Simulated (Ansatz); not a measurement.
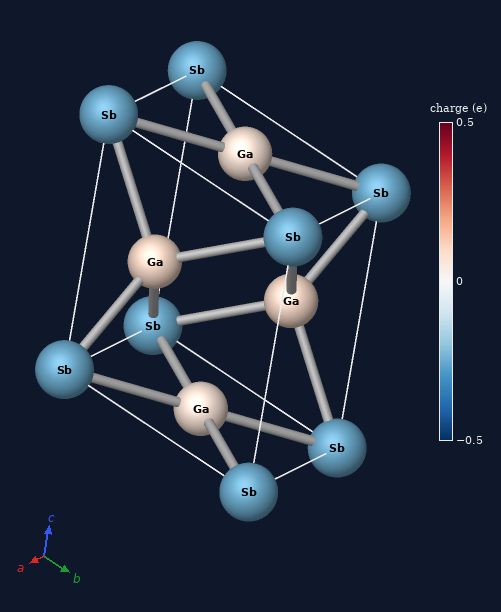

An orthographic ball-and-stick view of the structure, slightly off an axis. Thin lines show the cell (the run's own, in a reduced setting), with boundary atoms drawn in all their periodic places. The atoms of this Ga3Sb cell are coloured by their Bader charge.

The calculation used DFT r2SCAN, scalar-relativistic, plane waves, PAW in Ansatz, with a kinetic-energy cutoff of 500 eV, k-points about 0.14 Å⁻¹ apart, Gaussian smearing of 0.1 eV, no spin polarisation.

Describe the charge distribution among the elements.

Answer. Most positive: Ga; most negative: Sb. Charges: about Ga +0.1 e; Sb -0.2 e. Little charge moves, as in a metallic or covalent solid.

The structure was taken from a structure listed in the Materials Project. Earlier steps of the study may have refined or changed the cell and positions. It went into a calculation with Ansatz.
